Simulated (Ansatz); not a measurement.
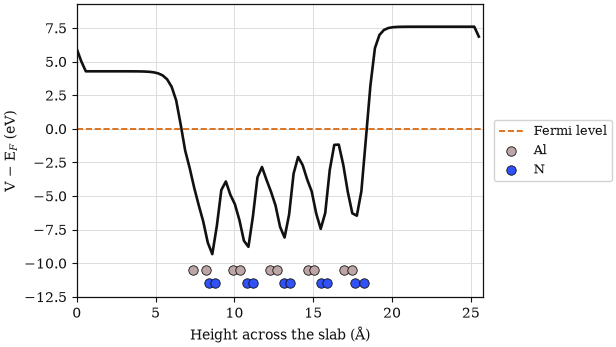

Plane-averaged electrostatic potential energy of an electron across the slab; circles at the bottom mark the heights of the atoms (positions after relaxation).

System: a (101) slab cut from AlN (P6_3mc), ended by N above and Al below, 20 atoms in the cell. Starting structure of the relaxation:

```cif
data_structure
_symmetry_space_group_name_H-M 'P 1'
_symmetry_Int_Tables_number 1
_cell_length_a 3.1137
_cell_length_b 5.8762
_cell_length_c 25.7876
_cell_angle_alpha 90.000
_cell_angle_beta 90.000
_cell_angle_gamma 105.363
_cell_volume 454.97
loop_
_atom_site_label
_atom_site_type_symbol
_atom_site_fract_x
_atom_site_fract_y
_atom_site_fract_z
_atom_site_occupancy
Al1 Al 0.88153 0.76306 0.29084 1
Al2 Al 0.15040 0.30081 0.30617 1
N1 N 0.73379 0.46759 0.32597 1
N2 N 0.00267 0.00533 0.34130 1
Al3 Al 0.49477 0.98954 0.38280 1
Al4 Al 0.76364 0.52729 0.39813 1
N3 N 0.34703 0.69407 0.41793 1
N4 N 0.61591 0.23181 0.43326 1
Al5 Al 0.10801 0.21602 0.47477 1
Al6 Al 0.37688 0.75377 0.49010 1
N5 N 0.96027 0.92055 0.50990 1
N6 N 0.22915 0.45829 0.52523 1
Al7 Al 0.72125 0.44250 0.56674 1
Al8 Al 0.99012 0.98025 0.58207 1
N7 N 0.57351 0.14703 0.60187 1
N8 N 0.84239 0.68477 0.61720 1
Al9 Al 0.33449 0.66898 0.65870 1
Al10 Al 0.60336 0.20673 0.67403 1
N9 N 0.18675 0.37351 0.69383 1
N10 N 0.45563 0.91125 0.70916 1
```

Computed with Ansatz 0.2.0: DFT PBEsol, scalar-relativistic, plane waves, PAW, no spin polarisation, 9×5×1 k mesh.

Question: What is the work function?

Answer: The work function is 7.60 eV at the right face and 4.28 eV at the left.

Question: How thick are slab and vacuum?

Answer: The outermost atoms are 10.8 Å apart, which leaves 15.0 Å of vacuum in a cell 25.8 Å high.

Question: Do the two faces differ, and what does that say about the slab's dipole?

Answer: The vacuum level is 3.32 eV higher at the right than at the left, so the slab carries a dipole along its normal; the ramp in the vacuum, at or near the edge of the plot, is the dipole correction that keeps each side flat.
